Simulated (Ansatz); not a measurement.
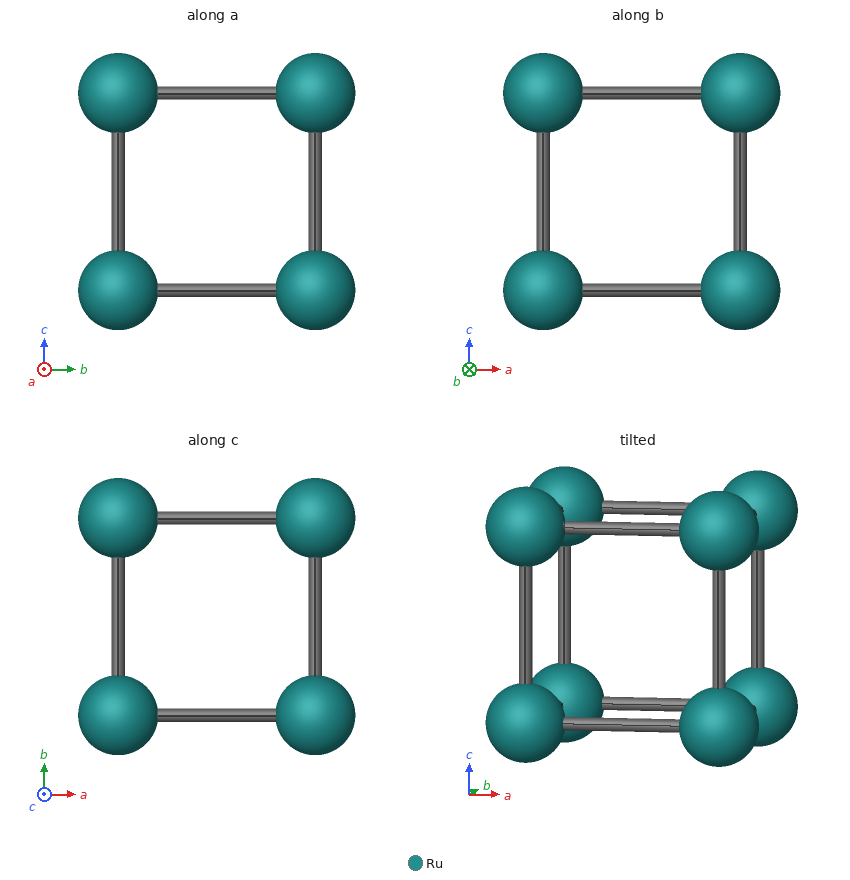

The structure above is drawn in ball-and-stick style and viewed along the a axis, along the b axis, along the c axis and slightly off an axis. The conventional unit cell is drawn as a box.

Lattice parameters: a = 2.511 Å, b = 2.511 Å, c = 2.511 Å, α = 90.00°, β = 90.00°, γ = 90.00°. Put a along x and b in the xy plane.

Question: Put the structure into a POSCAR file.

Answer:
```
Ru
1.0
     2.511    0.000    0.000
     0.000    2.511    0.000
     0.000    0.000    2.511
Ru
1
Direct
  0.0000 0.0000 0.0000
```

The model was built from a structure type filled with this element by a generator (whether the element takes this form wasn't checked). Atoms and cell were optimised with DFT, PBE, plane waves (420 eV) with PAW, scalar-relativistic in Ansatz 0.2.0.
